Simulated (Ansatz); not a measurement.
Structure data:

```
Co
1.0
     3.51144    0.00000    0.00000
     0.00000    3.51144    0.00000
     0.00000    0.00000    3.51144
Co
4
Direct
  0.00000 0.00000 0.00000
  0.00000 0.50000 0.50000
  0.50000 0.00000 0.50000
  0.50000 0.50000 0.00000
```

What does this file describe?

The element is cobalt. The atoms follow space group Fm-3m (No. 225); the Bravais lattice is face-centred cubic. Type of structure: face-centred cubic (Cu type). The cell holds four atoms. Co bonds to twelve Co in a cuboctahedral arrangement at 2.48 Å. The bonds build a three-dimensional framework.

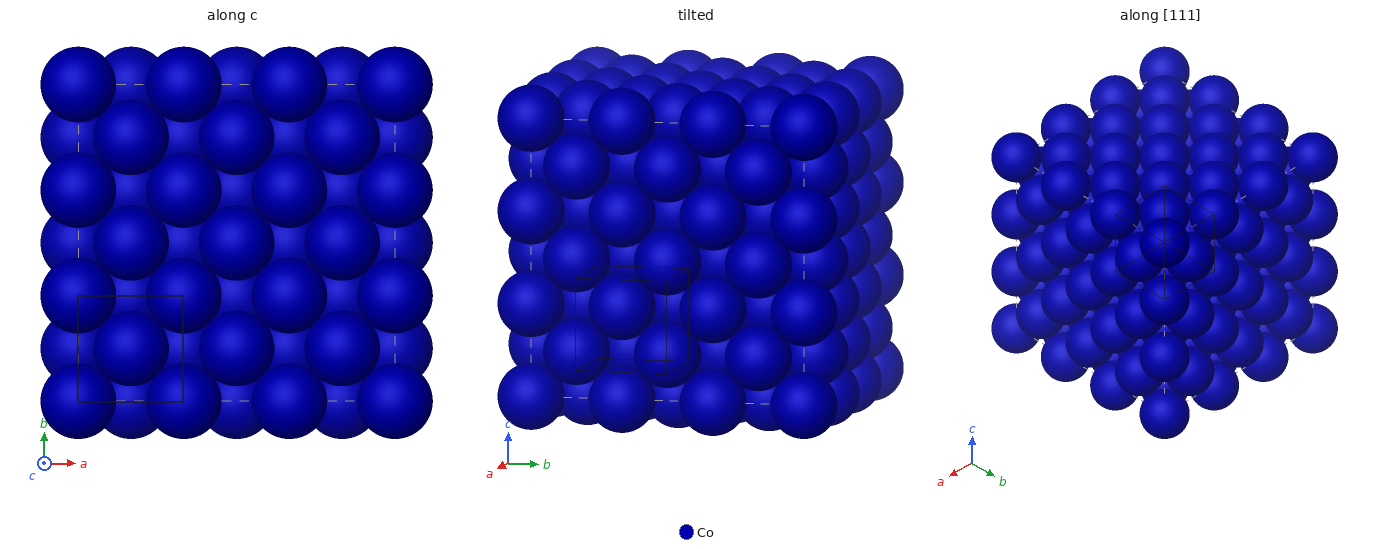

Drawn in the space-filling manner and seen along the c axis, slightly off an axis and along [111]. A 3×3×3 array of cells is drawn; the conventional unit cell has the solid edges. Colours: cobalt blue.

The structure comes from a structure listed in the Materials Project, with elements exchanged, so it need not be a known form of the compound. The final geometry of a relaxation with DFT r2SCAN, scalar-relativistic, plane waves, PAW in Ansatz 0.2.0 is shown.
